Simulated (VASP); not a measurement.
## Band-structure calculation of ZnS

ZnS (4 atoms in the cell), computed with DFT, PBE, plane waves, PAW (VASP 6.6.1).

The structure was built on a prototype by a generator. The geometry comes from this level: r2SCAN.

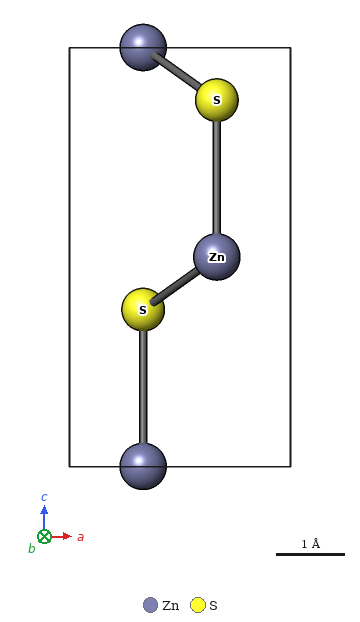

Figure 1. The input geometry (ball-and-stick view of the cell of the calculation, along the b axis).

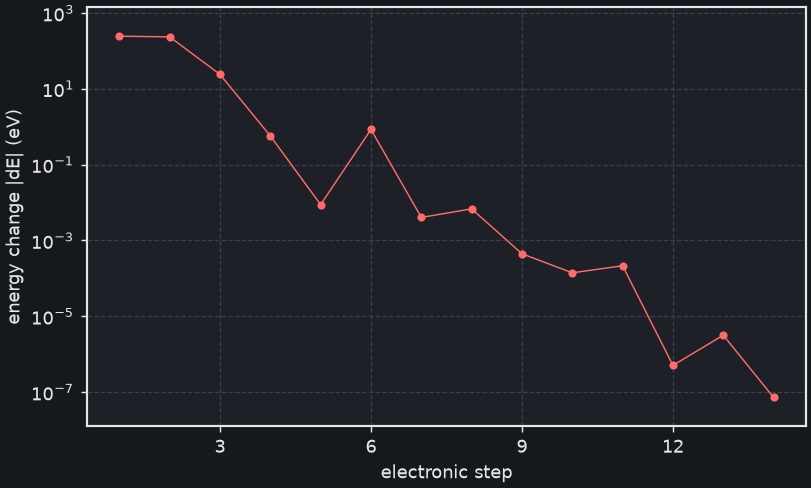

Figure 2. Convergence of the self-consistent field: energy change |dE| against the electronic step. It takes 14 electronic steps. The density is held fixed in the first few steps, and dE rises again when its update begins.

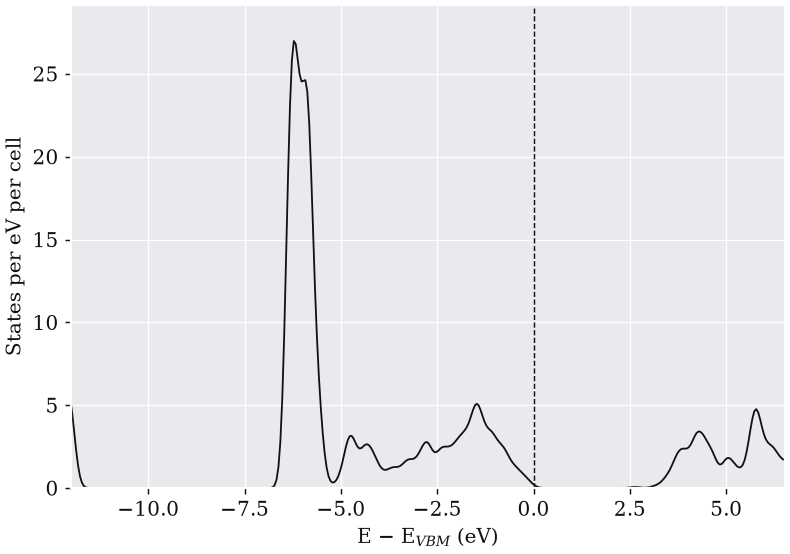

Figure 3. Density of states (the curve is built from the levels of the k mesh with Gaussians 0.3 eV wide, which also blur the band edges), with energies from the valence-band top. There is a gap of 2.22 eV on the k-point mesh. Small ripples come from the finite k-point mesh.

These pictures come from the run below.

## INCAR
```
ENCUT = 520.000000
SIGMA = 0.020000
EDIFF = 1.00e-07
GGA = PE
PREC = Accurate
IBRION = -1
ISIF = 2
ISMEAR = -1
NBANDS = 26
NELM = 120
NSW = 0
LASPH = .TRUE.
LCHARG = .TRUE.
LELF = .TRUE.
LWAVE = .FALSE.
LREAL = .FALSE.
```

## KPOINTS
```
KPOINTS created by Atomic Simulation Environment
0
Gamma
12 12 4
0 0 0
```

## KPOINTS_OPT
```
special points
6
Reciprocal
0.0000000000 0.0000000000 0.0000000000 1
0.5000000000 0.0000000000 0.0000000000 1
0.3333333333 0.3333333333 0.0000000000 1
0.0000000000 0.0000000000 0.5000000000 1
0.5000000000 0.0000000000 0.5000000000 1
0.3333333333 0.3333333333 0.5000000000 1
```

## POSCAR
```
Zn S
 1.0000000000000000
     3.8054508557845126    0.0000000000000000    0.0000000000000000
    -1.9027254278922563    3.2956171139626202   -0.0000000000000000
     0.0000000000000000   -0.0000000000000000    6.2439931108913020
 Zn  S
   2   2
Cartesian
 -0.0000000000000001  2.1970780759750799  0.0021112612961030
  1.9027254278922556  1.0985390379875399  3.1241078167417542
 -0.0000000000000001  2.1970780759750799  2.3393861552881354
  1.9027254278922556  1.0985390379875399  5.4613827107337860
```

Run as:
```bash
mpirun -np 1 vasp_std
```

## OSZICAR
```
N       E                     dE             d eps       ncg     rms          rms(c)
DAV:   1     0.244207779912E+03    0.24421E+03   -0.17112E+04  2964   0.167E+03
DAV:   2     0.100208758274E+02   -0.23419E+03   -0.22374E+03  3054   0.349E+02
DAV:   3    -0.139488247135E+02   -0.23970E+02   -0.23750E+02  3578   0.111E+02
DAV:   4    -0.145212607400E+02   -0.57244E+00   -0.57131E+00  3424   0.173E+01
DAV:   5    -0.145300811440E+02   -0.88204E-02   -0.88182E-02  3566   0.211E+00    0.990E+00
DAV:   6    -0.136843012230E+02    0.84578E+00   -0.16332E+00  4420   0.371E+01    0.760E+00
DAV:   7    -0.136802471358E+02    0.40541E-02   -0.12480E+00  3140   0.654E+00    0.345E+00
DAV:   8    -0.136734354890E+02    0.68116E-02   -0.35111E-02  3642   0.176E+00    0.980E-01
DAV:   9    -0.136738817223E+02   -0.44623E-03   -0.93882E-03  3988   0.130E+00    0.231E-01
DAV:  10    -0.136740220561E+02   -0.14033E-03   -0.58676E-04  3456   0.332E-01    0.947E-02
DAV:  11    -0.136742373191E+02   -0.21526E-03   -0.33450E-04  3064   0.121E-01    0.552E-02
DAV:  12    -0.136742368106E+02    0.50852E-06   -0.14199E-05  3616   0.410E-02    0.103E-02
DAV:  13    -0.136742399840E+02   -0.31734E-05   -0.51340E-06  3064   0.174E-02    0.242E-03
DAV:  14    -0.136742400565E+02   -0.72526E-07   -0.59166E-07  3608   0.154E-02
   1 F= -.13674240E+02 E0= -.13674240E+02  d E =-.176227E-11
       N       E                     dE             ncg
DAV:   1     0.361588522030E+04   -0.41222E+04      312
DAV:   2     0.221485172854E+04   -0.14010E+04      320
DAV:   3     0.207015718699E+04   -0.14469E+03      354
DAV:   4     0.206641542900E+04   -0.37418E+01      376
DAV:   5     0.206636727868E+04   -0.48150E-01      356
DAV:   6     0.206636619444E+04   -0.10842E-02      352
DAV:   7     0.206636616252E+04   -0.31927E-04      380
DAV:   8     0.206636616150E+04   -0.10192E-05      352
DAV:   9     0.206636616147E+04   -0.30205E-07      268
```

## Parts of OUTCAR
```
k-points           NKPTS =     57   k-points in BZ     NKDIM =     57   number of bands    NBANDS=     26

   NELECT =      36.0000    total number of electrons

   dimension x,y,z NGX =    28 NGY =   28 NGZ =   48
   dimension x,y,z NGXF=    56 NGYF=   56 NGZF=   96

  energy-cutoff  :      520.00
  volume of cell :       78.31
      direct lattice vectors                 reciprocal lattice vectors
     3.805450856  0.000000000  0.000000000     0.262780952  0.151716654  0.000000000
    -1.902725428  3.295617114  0.000000000     0.000000000  0.303433307  0.000000000
     0.000000000  0.000000000  6.243993111     0.000000000  0.000000000  0.160153924

 k-points in reciprocal lattice and weights: KPOINTS created by Atomic Simulation Env
   0.00000000  0.00000000  0.00000000       0.002
   0.08333333 -0.00000000  0.00000000       0.010
   0.16666667  0.00000000  0.00000000       0.010
   0.25000000  0.00000000  0.00000000       0.010
   0.33333333 -0.00000000  0.00000000       0.010
   0.41666667 -0.00000000  0.00000000       0.010
   0.50000000  0.00000000  0.00000000       0.005
   0.08333333  0.08333333  0.00000000       0.010
   0.16666667  0.08333333  0.00000000       0.021
   0.25000000  0.08333333  0.00000000       0.021
   0.33333333  0.08333333  0.00000000       0.021
   0.41666667  0.08333333  0.00000000       0.021
   0.16666667  0.16666667  0.00000000       0.010
   0.25000000  0.16666667  0.00000000       0.021
   0.33333333  0.16666667  0.00000000       0.021
   0.41666667  0.16666667  0.00000000       0.010
   0.25000000  0.25000000  0.00000000       0.010
   0.33333333  0.25000000  0.00000000       0.021
   0.33333333  0.33333333  0.00000000       0.003
   0.00000000  0.00000000  0.25000000       0.003
   0.08333333 -0.00000000  0.25000000       0.021
   0.16666667  0.00000000  0.25000000       0.021
   0.25000000  0.00000000  0.25000000       0.021
   0.33333333 -0.00000000  0.25000000       0.021
   0.41666667 -0.00000000  0.25000000       0.021
   0.50000000  0.00000000  0.25000000       0.010
   0.08333333  0.08333333  0.25000000       0.021
   0.16666667  0.08333333  0.25000000       0.042
   0.25000000  0.08333333  0.25000000       0.042
   0.33333333  0.08333333  0.25000000       0.042
   0.41666667  0.08333333  0.25000000       0.042
   0.16666667  0.16666667  0.25000000       0.021
   0.25000000  0.16666667  0.25000000       0.042
   0.33333333  0.16666667  0.25000000       0.042
   0.41666667  0.16666667  0.25000000       0.021
   0.25000000  0.25000000  0.25000000       0.021
   0.33333333  0.25000000  0.25000000       0.042
   0.33333333  0.33333333  0.25000000       0.007
   0.00000000  0.00000000  0.50000000       0.002
   0.08333333 -0.00000000  0.50000000       0.010
   0.16666667  0.00000000  0.50000000       0.010
   0.25000000  0.00000000  0.50000000       0.010
   0.33333333 -0.00000000  0.50000000       0.010
   0.41666667 -0.00000000  0.50000000       0.010
   0.50000000  0.00000000  0.50000000       0.005
   0.08333333  0.08333333  0.50000000       0.010
   0.16666667  0.08333333  0.50000000       0.021
   0.25000000  0.08333333  0.50000000       0.021
   0.33333333  0.08333333  0.50000000       0.021
   0.41666667  0.08333333  0.50000000       0.021
   0.16666667  0.16666667  0.50000000       0.010
   0.25000000  0.16666667  0.50000000       0.021
   0.33333333  0.16666667  0.50000000       0.021
   0.41666667  0.16666667  0.50000000       0.010
   0.25000000  0.25000000  0.50000000       0.010
   0.33333333  0.25000000  0.50000000       0.021
   0.33333333  0.33333333  0.50000000       0.003

 E-fermi :   2.6268

 k-point     1 :       0.0000    0.0000    0.0000
  band No.  band energies     occupation
      1     -11.0228      2.00000
      2     -10.0788      2.00000
      3      -4.1785      2.00000
      4      -4.1644      2.00000
      5      -4.1644      2.00000
      6      -4.0813      2.00000
      7      -4.0813      2.00000
      8      -3.7157      2.00000
      9      -3.7157      2.00000
     10      -3.6372      2.00000
     11      -3.6372      2.00000
     12      -3.4840      2.00000
     13      -3.1676      2.00000
     14       1.2990      2.00000
     15       1.2990      2.00000
     16       2.1154      2.00000
     17       2.1975      2.00000
     18       2.1975      2.00000
     19       4.4159      0.00000
     20       5.3096      0.00000
     21       8.5074      0.00000
     22       8.5074      0.00000
     23       8.7645      0.00000
     24       9.8928      0.00000
     25       9.8928      0.00000
     26      11.4755      0.00000

 k-point     2 :       0.0833   -0.0000    0.0000
  band No.  band energies     occupation
      1     -10.9751      2.00000
      2     -10.0518      2.00000
      3      -4.1744      2.00000
      4      -4.1623      2.00000
      5      -4.1548      2.00000
      6      -4.0767      2.00000
      7      -4.0675      2.00000
      8      -3.7221      2.00000
      9      -3.7163      2.00000
     10      -3.6704      2.00000
     11      -3.6349      2.00000
     12      -3.4570      2.00000
     13      -3.0988      2.00000
     14       0.9121      2.00000
     15       1.1854      2.00000
     16       1.7435      2.00000
     17       2.0560      2.00000
     18       2.1378      2.00000
     19       4.8321      0.00000
     20       5.6700      0.00000
     21       8.2702      0.00000
     22       8.6477      0.00000
     23       8.9122      0.00000
     24       9.7581      0.00000
     25      10.1085      0.00000
     26      11.1686      0.00000

 k-point     3 :       0.1667    0.0000    0.0000
  band No.  band energies     occupation
      1     -10.8385      2.00000
      2      -9.9788      2.00000
      3      -4.1787      2.00000
      4      -4.1410      2.00000
      5      -4.1298      2.00000
      6      -4.0575      2.00000
      7      -4.0290      2.00000
      8      -3.7398      2.00000
      9      -3.7148      2.00000
     10      -3.7119      2.00000
     11      -3.6291      2.00000
     12      -3.4263      2.00000
     13      -2.9063      2.00000
     14       0.0759      2.00000
     15       0.8801      2.00000
     16       0.9016      2.00000
     17       1.8681      2.00000
     18       1.9706      2.00000
     19       5.5491      0.00000
     20       6.2568      0.00000
     21       7.9956      0.00000
     22       8.9679      0.00000
     23       9.0040      0.00000
     24       9.8071      0.00000
     25      10.4879      0.00000
     26      10.7042      0.00000

 k-point     4 :       0.2500    0.0000    0.0000
  band No.  band energies     occupation
      1     -10.6332      2.00000
      2      -9.8830      2.00000
      3      -4.1801      2.00000
      4      -4.1142      2.00000
      5      -4.1000      2.00000
      6      -4.0104      2.00000
      7      -3.9743      2.00000
      8      -3.7636      2.00000
      9      -3.7298      2.00000
     10      -3.7047      2.00000
     11      -3.6213      2.00000
     12      -3.3947      2.00000
     13      -2.6553      2.00000
     14      -0.7935      2.00000
     15      -0.0174      2.00000
     16       0.5564      2.00000
     17       1.5504      2.00000
     18       1.7429      2.00000
     19       6.1172      0.00000
     20       6.3059      0.00000
     21       8.0971      0.00000
     22       8.7517      0.00000
     23       9.2010      0.00000
     24      10.1661      0.00000
     25      10.7242      0.00000
     26      11.0636      0.00000

 k-point     5 :       0.3333   -0.0000    0.0000
  band No.  band energies     occupation
      1     -10.3959      2.00000
      2      -9.7998      2.00000
      3      -4.1697      2.00000
      4      -4.0809      2.00000
      5      -4.0764      2.00000
      6      -3.9308      2.00000
      7      -3.9179      2.00000
      8      -3.8003      2.00000
      9      -3.7207      2.00000
     10      -3.6836      2.00000
     11      -3.6122      2.00000
     12      -3.3409      2.00000
     13      -2.5205      2.00000
     14      -1.3880      2.00000
     15      -0.8013      2.00000
     16       0.2425      2.00000
     17       1.1301      2.00000
     18       1.5213      2.00000
     19       6.0789      0.00000
     20       6.3960      0.00000
     21       7.7935      0.00000
     22       8.9418      0.00000
     23       9.2136      0.00000
     24      10.7033      0.00000
     25      10.8687      0.00000
     26      11.9246      0.00000

 [... the levels of 51 k-points are left out ...]

 k-point    57 :       0.3333    0.3333    0.5000
  band No.  band energies     occupation
      1      -9.8284      2.00000
      2      -9.8284      2.00000
      3      -4.0408      2.00000
      4      -4.0408      2.00000
      5      -4.0028      2.00000
      6      -4.0028      2.00000
      7      -3.7884      2.00000
      8      -3.7884      2.00000
      9      -3.7147      2.00000
     10      -3.7147      2.00000
     11      -3.3397      2.00000
     12      -3.3397      2.00000
     13      -2.5670      2.00000
     14      -2.5670      2.00000
     15      -0.8633      2.00000
     16      -0.8633      2.00000
     17       0.8348      2.00000
     18       0.8348      2.00000
     19       6.6978      0.00000
     20       6.6978      0.00000
     21       8.5416      0.00000
     22       8.5416      0.00000
     23       9.5888      0.00000
     24       9.5888      0.00000
     25      11.9447      0.00000
     26      11.9447      0.00000

  Total        1.1830285      1.1830285      1.1898401      0.0000000      0.0000000      0.0000000
  in kB       24.2047446     24.2047446     24.3441096      0.0000000      0.0000000      0.0000000
  external PRESSURE =      24.2511996 kB  Pullay stress =       0.0000000 kB

 POSITION                                       TOTAL-FORCE (eV/Angst)
 -----------------------------------------------------------------------------------
      0.00000      2.19708      0.00211         0.000000     -0.000000      0.003784
      1.90273      1.09854      3.12411        -0.000000     -0.000000      0.003784
      0.00000      2.19708      2.33939        -0.000000      0.000000     -0.003784
      1.90273      1.09854      5.46138         0.000000     -0.000000     -0.003784
 -----------------------------------------------------------------------------------
    total drift:                               -0.000000     -0.000001      0.000009

  FREE ENERGIE OF THE ION-ELECTRON SYSTEM (eV)
  ---------------------------------------------------
  free  energy   TOTEN  =       -13.6742400565 eV

  energy  without entropy=      -13.6742400565  energy(sigma->0) =      -13.67424006
```

## Key numbers

```json
{"quantity": "outcome", "value": "converged"}
{"quantity": "space group (tolerance 0.01 Å)", "value": "P6₃mc (186)"}
{"quantity": "electrons treated", "value": "36"}
{"quantity": "free energy", "value": "−13.6742 eV"}
{"quantity": "Fermi energy", "value": "2.627 eV"}
{"quantity": "band gap", "value": "2.22 eV"}
{"quantity": "pressure", "value": "2.43 GPa"}
{"quantity": "largest force (length of the vector)", "value": "0.004 eV/Å"}
{"quantity": "hardware", "value": "1 CPU thread, shared host"}
{"quantity": "wall time", "value": "1.7 min"}
{"quantity": "peak memory", "value": "0.28 GiB"}
```
